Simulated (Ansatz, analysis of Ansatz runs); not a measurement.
# A hop of O in SnO2 (P4_2/mnm), charge +2

Aim: the barrier of one jump in SnO2 (P4_2/mnm) at charge +2: V_O hop (2.6 Å). The model is a cell of 72 host atoms with 1 O taken out; O is the atom that moves.

Calculated with Ansatz 0.2.0; plane-wave PAW DFT, PBEsol; nudged elastic band between two relaxed defect structures at fixed charge in a uniform background; PAW set soft_1.

### Step 1. The structure

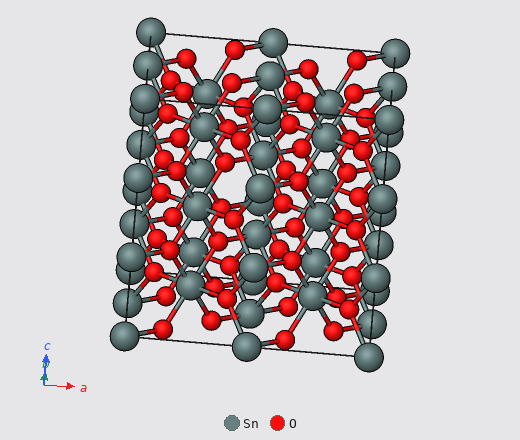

The cell as given, slightly off an axis (tin teal, oxygen red). Some periodic images of atoms are drawn too.

The cell holds 71 atoms: 24 Sn and 47 O. Cell: a = 9.536 Å, b = 9.536 Å, c = 9.636 Å, α = 90.0°, β = 90.0°, γ = 90.0°. It derives from SnO2 (space group P4_2/mnm). Nearest the centre at fractional (0.500, 0.500, 0.500): O44 at 1.31 Å, Sn67 at 1.61 Å, Sn61 at 1.61 Å, O70 at 2.62 Å, O18 at 2.62 Å, O12 at 2.62 Å, O64 at 2.62 Å, Sn25 at 3.37 Å. The cell carries charge +2.

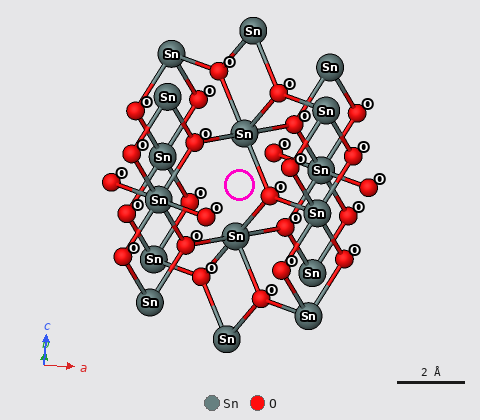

The atoms within 5 Å of the centre. A ring marks the centre wherever it is empty.

The cell's shortest repeat is 9.5 Å.

### Step 2. Relaxation of the start point, charge +2

The ends come first: from an unrelaxed start the top is counted from too high an energy, and the barrier comes out too low. Small random displacements break the symmetry of the ideal sites, so that the defect can distort if it gains by it. The charge of +2 is set by the electron count, and a uniform background keeps the cell neutral.

File qp2.start/input.yaml:

```yaml
crystal:
  lattice:
    - [9.53562392, 0.0, 0.0]
    - [0.0, 9.53562392, 0.0]
    - [0.0, 0.0, 9.63570775]
  atoms:
    - { symbol: Sn, position: [0.25, 0.25, 0.16666667] }
    - { symbol: Sn, position: [0.0, 0.0, 0.0] }
    - { symbol: O, position: [0.09686392, 0.40313608, 0.16666667] }
    - { symbol: O, position: [0.40313608, 0.09686392, 0.16666667] }
    - { symbol: O, position: [0.15313608, 0.15313608, 0.0] }
    - { symbol: O, position: [0.34686392, 0.34686392, 0.0] }
    - { symbol: Sn, position: [0.25, 0.25, 0.5] }
    - { symbol: Sn, position: [0.0, 0.0, 0.33333333] }
    - { symbol: O, position: [0.09686392, 0.40313608, 0.5] }
    - { symbol: O, position: [0.40313608, 0.09686392, 0.5] }
    - { symbol: O, position: [0.15313608, 0.15313608, 0.33333333] }
    - { symbol: O, position: [0.34686392, 0.34686392, 0.33333333] }
    - { symbol: Sn, position: [0.25, 0.25, 0.83333333] }
    - { symbol: Sn, position: [0.0, 0.0, 0.66666667] }
    - { symbol: O, position: [0.09686392, 0.40313608, 0.83333333] }
    - { symbol: O, position: [0.40313608, 0.09686392, 0.83333333] }
    - { symbol: O, position: [0.15313608, 0.15313608, 0.66666667] }
    - { symbol: O, position: [0.34686392, 0.34686392, 0.66666667] }
    - { symbol: Sn, position: [0.25, 0.75, 0.16666667] }
    - { symbol: Sn, position: [0.0, 0.5, 0.0] }
    - { symbol: O, position: [0.09686392, 0.90313608, 0.16666667] }
    - { symbol: O, position: [0.40313608, 0.59686392, 0.16666667] }
    - { symbol: O, position: [0.15313608, 0.65313608, 0.0] }
    - { symbol: O, position: [0.34686392, 0.84686392, 0.0] }
    - { symbol: Sn, position: [0.25, 0.75, 0.5] }
    - { symbol: Sn, position: [0.0, 0.5, 0.33333333] }
    - { symbol: O, position: [0.09686392, 0.90313608, 0.5] }
    - { symbol: O, position: [0.15313608, 0.65313608, 0.33333333] }
    - { symbol: O, position: [0.34686392, 0.84686392, 0.33333333] }
    - { symbol: Sn, position: [0.25, 0.75, 0.83333333] }
    - { symbol: Sn, position: [0.0, 0.5, 0.66666667] }
    - { symbol: O, position: [0.09686392, 0.90313608, 0.83333333] }
    - { symbol: O, position: [0.40313608, 0.59686392, 0.83333333] }
    - { symbol: O, position: [0.15313608, 0.65313608, 0.66666667] }
    - { symbol: O, position: [0.34686392, 0.84686392, 0.66666667] }
    - { symbol: Sn, position: [0.75, 0.25, 0.16666667] }
    - { symbol: Sn, position: [0.5, 0.0, 0.0] }
    - { symbol: O, position: [0.59686392, 0.40313608, 0.16666667] }
    - { symbol: O, position: [0.90313608, 0.09686392, 0.16666667] }
    - { symbol: O, position: [0.65313608, 0.15313608, 0.0] }
    - { symbol: O, position: [0.84686392, 0.34686392, 0.0] }
    - { symbol: Sn, position: [0.75, 0.25, 0.5] }
    - { symbol: Sn, position: [0.5, 0.0, 0.33333333] }
    - { symbol: O, position: [0.59686392, 0.40313608, 0.5] }
    - { symbol: O, position: [0.90313608, 0.09686392, 0.5] }
    - { symbol: O, position: [0.65313608, 0.15313608, 0.33333333] }
    - { symbol: O, position: [0.84686392, 0.34686392, 0.33333333] }
    - { symbol: Sn, position: [0.75, 0.25, 0.83333333] }
    - { symbol: Sn, position: [0.5, 0.0, 0.66666667] }
    - { symbol: O, position: [0.59686392, 0.40313608, 0.83333333] }
    - { symbol: O, position: [0.90313608, 0.09686392, 0.83333333] }
    - { symbol: O, position: [0.65313608, 0.15313608, 0.66666667] }
    - { symbol: O, position: [0.84686392, 0.34686392, 0.66666667] }
    - { symbol: Sn, position: [0.75, 0.75, 0.16666667] }
    - { symbol: Sn, position: [0.5, 0.5, 0.0] }
    - { symbol: O, position: [0.59686392, 0.90313608, 0.16666667] }
    - { symbol: O, position: [0.90313608, 0.59686392, 0.16666667] }
    - { symbol: O, position: [0.65313608, 0.65313608, 0.0] }
    - { symbol: O, position: [0.84686392, 0.84686392, 0.0] }
    - { symbol: Sn, position: [0.75, 0.75, 0.5] }
    - { symbol: Sn, position: [0.5, 0.5, 0.33333333] }
    - { symbol: O, position: [0.59686392, 0.90313608, 0.5] }
    - { symbol: O, position: [0.90313608, 0.59686392, 0.5] }
    - { symbol: O, position: [0.65313608, 0.65313608, 0.33333333] }
    - { symbol: O, position: [0.84686392, 0.84686392, 0.33333333] }
    - { symbol: Sn, position: [0.75, 0.75, 0.83333333] }
    - { symbol: Sn, position: [0.5, 0.5, 0.66666667] }
    - { symbol: O, position: [0.59686392, 0.90313608, 0.83333333] }
    - { symbol: O, position: [0.90313608, 0.59686392, 0.83333333] }
    - { symbol: O, position: [0.65313608, 0.65313608, 0.66666667] }
    - { symbol: O, position: [0.84686392, 0.84686392, 0.66666667] }
total_charge: 2
basis:
  ecutwfc: 420
  xc_grid: 2
hamiltonian:
  xc: pbesol
  pseudopotentials: { kind: paw, azcp: { folder: soft_1 }, xc_functional: pbe }
kpoints:
  mp_grid: { grid: [1, 1, 1], shift: [0.25, 0.25, 0.25] }
scf:
  occupations: { method: fixed }
  max_iter: 120
output:
  forces: true
relax:
  f_tol: 0.02
  max_steps: 70
  random_displacement: { amplitude: 0.03, seed: 655 }
```

Run with:

```console
$ ansatz run input.yaml --threads 4 --pin off --max-ram 8478MiB --backend cpu --events-out ev --progress --plain --runs-dir out
```

Numbers of over 12 decimals in the logs are rounded to 6 here.

What it wrote:

```text
[... repeated set-up lines and file paths are left out, and long positions are rounded to six places ...]
The last accepted step is kept in <dir> (removed where the run ends without a failure and the disk answers)
Engine: ansatz 0.2.0, aarch64-unknown-linux-gnu
Pseudopotentials: kind: paw
Pseudopotential: Sn, paw, valence charge 14, recommended cutoff 420 eV (normal), soft_1/Sn.paw.azcp
Pseudopotential: O, paw, valence charge 6, recommended cutoff 420 eV (normal), soft_1/O.paw.azcp
Functional definition: PBEsol
  exchange = pbesol_x
  correlation = pbesol_c
Crystal: 71 atoms, lattice volume = 876.157 Å³
Basis set: ecut = 420 eV, 17081 PW (Γ), exchange–correlation on 128×128×144 points (8 copies of the dense FFT grid, shifted against one another)
Bands: 379, of which v1, the nominal top of the filled ones, is band 308 counted from 1 (307 counted from 0)
Symmetry: 1 space group operations
k-points: 1
Non-local potential: Sn, projectors of the file, l = 0: 2, l = 1: 2, l = 2: 2, l = 3: 1
Non-local potential: O, projectors of the file, l = 0: 2, l = 1: 2, l = 2: 1
PAW form: soft (Blöchl's): semilocal exchange-correlation on the pseudo side does not see the compensation charge
PAW frozen core: Sn, regenerated for the run's functional, and the local potential with it (the file was generated under x = pbe(κ = 0.804, μ = 0.219515), c = pbe(β = 0.066725))
PAW frozen core: O, regenerated for the run's functional, and the local potential with it (the file was generated under x = pbe(κ = 0.804, μ = 0.219515), c = pbe(β = 0.066725))
PAW one-centre angular grid: Sn, 590 points (default); XC on 64 Gauss nodes
PAW one-centre angular grid: O, 110 points (default); XC on 64 Gauss nodes
Initial density: superposition of atomic densities (chi_scale 0.1, normalization cell, long waves kept (reshape's long-wave potential 0.26 eV rms))
Initial wavefunctions: pseudopotential atomic-orbital guess
Functional: x = pbesol(κ = 0.804, μ = 0.123457), c = pbesol(β = 0.046)
SCF iter   1: F=—  HF=-169184.657705 eV  |F-HF|=—  |Δ(HF+E_count)|=         —  Δρ=7.30e-2  dr2=3.61e1  ethr=3.10e-3  ⟨swp⟩=4.0  Hψ=1217  notcnv=0  defer=68
preconditioner: auto → Resta (q_TF=auto, 2.573 Å⁻¹)  ε∞=3.5  [insulator: Δε(μ)=1.244 eV  Ē_g=19.766 eV  n_scr=250 (ndim 8)  ℏωp=31.1 eV  f_vac=0.000  ε∞_Penn≈3.5]
SCF iter   2: F=—  HF=-169176.662833 eV  |F-HF|=—  |Δ(HF+E_count)|=    7.99e0  Δρ=3.61e-2  dr2=6.23e0  ethr=3.10e-3  ⟨swp⟩=3.0  Hψ=723  notcnv=0  defer=67
SCF iter   3: F=—  HF=-169175.487844 eV  |F-HF|=—  |Δ(HF+E_count)|=    1.17e0  Δρ=1.15e-2  dr2=1.14e0  ethr=1.01e-3  ⟨swp⟩=2.0  Hψ=610  notcnv=0  defer=68
SCF iter   4: F=—  HF=-169175.337617 eV  |F-HF|=—  |Δ(HF+E_count)|=   1.50e-1  Δρ=3.46e-3  dr2=1.05e-1  ethr=1.85e-4  ⟨swp⟩=2.0  Hψ=486  notcnv=0  defer=68
SCF iter   5: F=—  HF=-169175.352013 eV  |F-HF|=—  |Δ(HF+E_count)|=   1.44e-2  Δρ=2.33e-3  dr2=4.50e-2  ethr=1.71e-5  ⟨swp⟩=3.0  Hψ=723  notcnv=0  defer=69
SCF iter   6: F=—  HF=-169175.349610 eV  |F-HF|=—  |Δ(HF+E_count)|=   2.40e-3  Δρ=6.06e-4  dr2=2.97e-3  ethr=7.30e-6  ⟨swp⟩=2.0  Hψ=501  notcnv=0  defer=69
SCF iter   7: F=—  HF=-169175.352794 eV  |F-HF|=—  |Δ(HF+E_count)|=   3.18e-3  Δρ=4.38e-4  dr2=1.59e-3  ethr=4.83e-7  ⟨swp⟩=2.0  Hψ=502  notcnv=0  defer=69
SCF iter   8: F=—  HF=-169175.352656 eV  |F-HF|=—  |Δ(HF+E_count)|=   1.37e-4  Δρ=9.12e-5  dr2=7.04e-5  ethr=2.58e-7  ⟨swp⟩=2.0  Hψ=494  notcnv=0  defer=69
SCF iter   9: F=—  HF=-169175.352677 eV  |F-HF|=—  |Δ(HF+E_count)|=   2.06e-5  Δρ=4.24e-5  dr2=1.38e-5  ethr=1.14e-8  ⟨swp⟩=2.0  Hψ=453  notcnv=0  defer=69
SCF iter  10: F=-169175.352681 eV  HF=-169175.352685 eV  |F-HF|=4.43e-6  |Δ(HF+E_count)|=   8.18e-6  Δρ=3.03e-5  dr2=7.32e-6  ethr=1.62e-9  ⟨swp⟩=4.0  Hψ=1134  notcnv=0
SCF 1 converged in 10 iterations: F = -169175.352681 eV  dr2 = 7.32e-6
  greatest PAW one-centre occupation: 0.997 electrons in one spin orbital (limit 2), on the Sn atom at site 42 (counted from 0), in its partial waves of l = 2
relax step   1: F+E_penalty+E_count = -169175.35268057 eV  Δ(F+E_penalty+E_count) = +0.000e0 eV  max|allowed force component| = 3.525e0 eV/Å  Δτ_max = 0.0000 Å  (10 SCF iters, dr2 threshold 1.00e-5 eV, accepted)
[... the SCF cycles and remarks between the steps are left out from here to the last step ...]
relax step   2: F+E_penalty+E_count = -169177.16106220 eV  Δ(F+E_penalty+E_count) = -1.808e0 eV  max|allowed force component| = 7.193e-1 eV/Å  Δτ_max = 0.1968 Å  (7 SCF iters, dr2 threshold 1.00e-4 eV, accepted)
relax step   3: F+E_penalty+E_count = -169177.44565567 eV  Δ(F+E_penalty+E_count) = -2.846e-1 eV  max|allowed force component| = 1.643e-1 eV/Å  Δτ_max = 0.1119 Å  (7 SCF iters, dr2 threshold 3.23e-5 eV, accepted)
relax step   4: F+E_penalty+E_count = -169177.45897655 eV  Δ(F+E_penalty+E_count) = -1.332e-2 eV  max|allowed force component| = 2.450e-2 eV/Å  Δτ_max = 0.0260 Å  (7 SCF iters, dr2 threshold 1.69e-6 eV, accepted)
SCF iter   1: F=—  HF=-169177.457840 eV  |F-HF|=—  |Δ(HF+E_count)|=         —  Δρ=2.66e-4  dr2=2.92e-4  ethr=3.48e-7  ⟨swp⟩=5.0  Hψ=736  notcnv=0  defer=69
SCF iter   2: F=—  HF=-169177.457767 eV  |F-HF|=—  |Δ(HF+E_count)|=   7.30e-5  Δρ=1.20e-4  dr2=5.31e-5  ethr=4.73e-8  ⟨swp⟩=2.0  Hψ=474  notcnv=0  defer=68
SCF iter   3: F=—  HF=-169177.459167 eV  |F-HF|=—  |Δ(HF+E_count)|=   1.40e-3  Δρ=3.64e-5  dr2=8.47e-6  ethr=8.62e-9  ⟨swp⟩=3.0  Hψ=597  notcnv=0  defer=67
SCF iter   4: F=—  HF=-169177.459168 eV  |F-HF|=—  |Δ(HF+E_count)|=   5.72e-7  Δρ=1.87e-5  dr2=2.80e-6  ethr=1.38e-9  ⟨swp⟩=2.0  Hψ=620  notcnv=0  defer=67
SCF iter   5: F=—  HF=-169177.459167 eV  |F-HF|=—  |Δ(HF+E_count)|=   1.51e-7  Δρ=4.54e-6  dr2=1.55e-7  ethr=4.55e-10  ⟨swp⟩=2.0  Hψ=620  notcnv=0  defer=67
SCF iter   6: F=-169177.459167 eV  HF=-169177.459167 eV  |F-HF|=2.90e-8  |Δ(HF+E_count)|=   1.43e-8  Δρ=2.84e-6  dr2=5.92e-8  ethr=1.62e-11  ⟨swp⟩=4.0  Hψ=1139  notcnv=0
SCF 5 converged in 6 iterations: F = -169177.459167 eV  dr2 = 5.92e-8
relax step   5: F+E_penalty+E_count = -169177.45916734 eV  Δ(F+E_penalty+E_count) = -1.908e-4 eV  max|allowed force component| = 2.348e-3 eV/Å  Δτ_max = 0.0035 Å  (6 SCF iters, accepted)
SCF converged after 6 iterations
Free energy (F): -169177.459167 eV
Harris-Foulkes:  -169177.459167 eV  (|F-HF|=2.90e-8)
Internal energy: -169177.459167 eV  (E = F + TS)
E sigma→0 (E₀):  -169177.459167 eV
Fermi energy:    8.855297 eV
--- Per-component energies (eV) ---
  E_band       = -1683.481799
  E_kinetic    = 11981.573437
  E_local      = -38839.444130  (includes V_loc(G=0)·N_el)
  E_nonlocal   = 6012.851423
  E_hartree    = 17626.945414
  E_xc         = -6271.012225
  E_vxc        = -6145.673299  (∫ρ·V_xc dr)
  E_paw        = -110589.200584  (= ΣΔE_a)
  E_vpaw       = -9946.729593  (= ΣTr[D̂ρ^β])
  E_aug_tail   = 0.045567  (compensation charges beyond the density's cutoff)
  E_ewald      = -49107.712751
  E_core_change = 8.494681  (= ΣΔE_core)
  E_smearing   = -0.000000  (= −TS)
  E_closure    = -0.000000  (closes the sum)
  E_deformation_potential = 34.819676  (in the stress; not in F)
  Σ components = -169177.459167   (vs F -169177.459167, Δ=0.00e0)
--- Forces (eV/Å), atoms counted from 1 ---
  atom   1  Sn    -0.00034639     0.00031337     0.00060687
  atom   2  Sn     0.00049204    -0.00035036     0.00000134
  [... 4 atoms left out ...]
  atom   7  Sn    -0.00047932     0.00057643     0.00027225
  [... 4 atoms left out ...]
  atom  12  O     -0.00041040     0.00005735    -0.00014533
  [... 5 atoms left out ...]
  atom  18  O     -0.00090844     0.00009347     0.00013790
  [... 6 atoms left out ...]
  atom  25  Sn     0.00065536    -0.00080304    -0.00021232
  [... 18 atoms left out ...]
  atom  44  O     -0.00037975     0.00018304    -0.00006943
  [... 15 atoms left out ...]
  atom  60  Sn    -0.00100843     0.00053135     0.00019182
  atom  61  Sn    -0.00085261     0.00116207     0.00087328
  [... 2 atoms left out ...]
  atom  64  O     -0.00017749     0.00032470     0.00005468
  [... 2 atoms left out ...]
  atom  67  Sn    -0.00095255     0.00131079    -0.00106504
  [... 2 atoms left out ...]
  atom  70  O     -0.00003378     0.00055822     0.00008142
  [... 1 atom left out ...]
  max |Σ_I F_I| component: 1.74e-5 eV/Å
--- Relaxed structure (5 steps of the walk, 5 accepted, 0 SCFs on fresh bases) ---
  F+E_penalty+E_count = -169177.45916734 eV   max|allowed force component| = 2.348e-3 eV/Å
  atoms:
    - { symbol: Sn, position: [0.248606, 0.250872, 0.166415] }
    - { symbol: Sn, position: [0.005365, -0.005219, 0.000175] }
    [... 4 atoms left out ...]
    - { symbol: Sn, position: [0.248693, 0.249945, 0.500171] }
    [... 4 atoms left out ...]
    - { symbol: O, position: [0.346532, 0.354290, 0.336119] }
    [... 5 atoms left out ...]
    - { symbol: O, position: [0.346539, 0.354404, 0.664195] }
    [... 6 atoms left out ...]
    - { symbol: Sn, position: [0.233060, 0.767091, 0.500175] }
    [... 18 atoms left out ...]
    - { symbol: O, position: [0.587381, 0.412785, 0.500173] }
    [... 15 atoms left out ...]
    - { symbol: Sn, position: [0.750202, 0.751452, 0.500174] }
    - { symbol: Sn, position: [0.513035, 0.487038, 0.319036] }
    [... 2 atoms left out ...]
    - { symbol: O, position: [0.645726, 0.653628, 0.336148] }
    [... 2 atoms left out ...]
    - { symbol: Sn, position: [0.513111, 0.487109, 0.681311] }
    [... 2 atoms left out ...]
    - { symbol: O, position: [0.645847, 0.653624, 0.664230] }
    [... 1 atom left out ...]
```

It took 80 s on 4 threads of Arm Neoverse V1, shared host; peak memory 1.7 GiB.

The steps of the relaxation:

```
step  energy less that of the first step (eV)  largest force component (eV/Å)
   1                                   0.0000                          3.5254
   2                                  -1.8084                          0.7193
   3                                  -2.0930                          0.1643
   4                                  -2.1063                          0.0245
   5                                  -2.1065                          0.0023
```

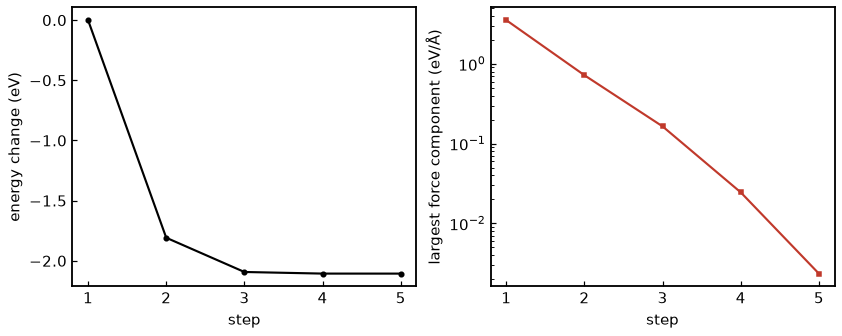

Energy and largest force along the relaxation.

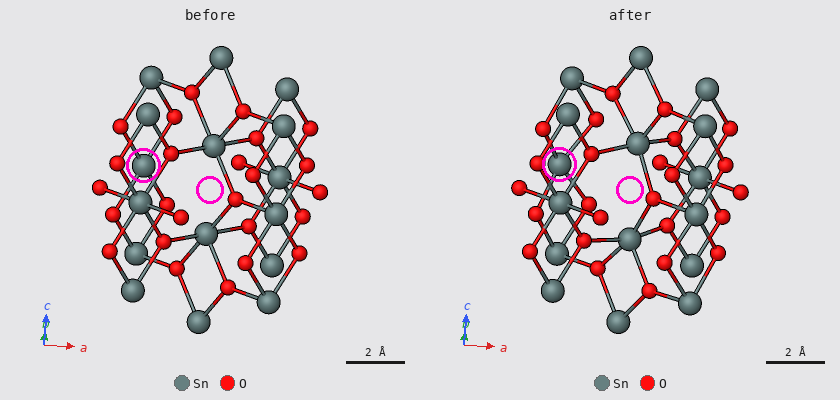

Before and after: the atoms that start within 5 Å of the centre. Sn25, which moves most, is ringed if it is among them. A ring with no atom in it marks the empty centre.

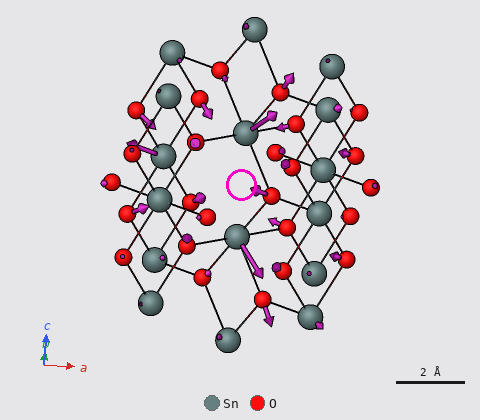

Displacements in the relaxation from the typed sites near the centre, exaggerated, the mean shift taken out; the longest in the cell stands for 0.23 Å. A ring marks the centre wherever it is empty.

The atoms that moved most (Å, from the sites as typed, ahead of the random displacement, the mean shift of all atoms taken out):

```
atom      dx      dy      dz  length
Sn25  -0.161   0.161   0.000   0.228
Sn67   0.126  -0.125   0.139   0.225
Sn61   0.125  -0.126  -0.139   0.225
 O44  -0.090   0.090   0.000   0.127
 O27  -0.083   0.084   0.000   0.118
 O50   0.045  -0.045   0.099   0.118
 O38   0.046  -0.045  -0.099   0.118
 O29   0.056  -0.086   0.057   0.117
```

Neighbours of O44 at the end:

```
atom  distance (Å)
Sn61         2.013
Sn67         2.013
Sn42         2.186
 O64         2.843
 O18         2.843
 O70         2.843
 O12         2.843
 O46         2.955
 O53         2.955
 O52         2.956
 O47         2.956
```

Read from the output:

```yaml
free_energy: -169177.4592 eV
r_m_s_move_of_the_farther_half_of_the_atoms: 0.03656 Å
largest_move_from_the_ideal_geometry_of_this_structure_a_common_shift_of_the_far_atoms_taken_out: 0.2375 Å
```

The relaxation gained 2.106 eV and ended with a largest force component of 0.0023 eV/Å.

(Continued in part 2 of 4.)

[Logs are printed without paths, hosts, clocks, repeated set-up lines and the standing remarks that a program may print on its own settings, such as how far it seeks lower states.]

[Hosts, paths, dates, database ids (printed as entryN), source tags and the programs' standing remarks are cut or masked in the printed files.]
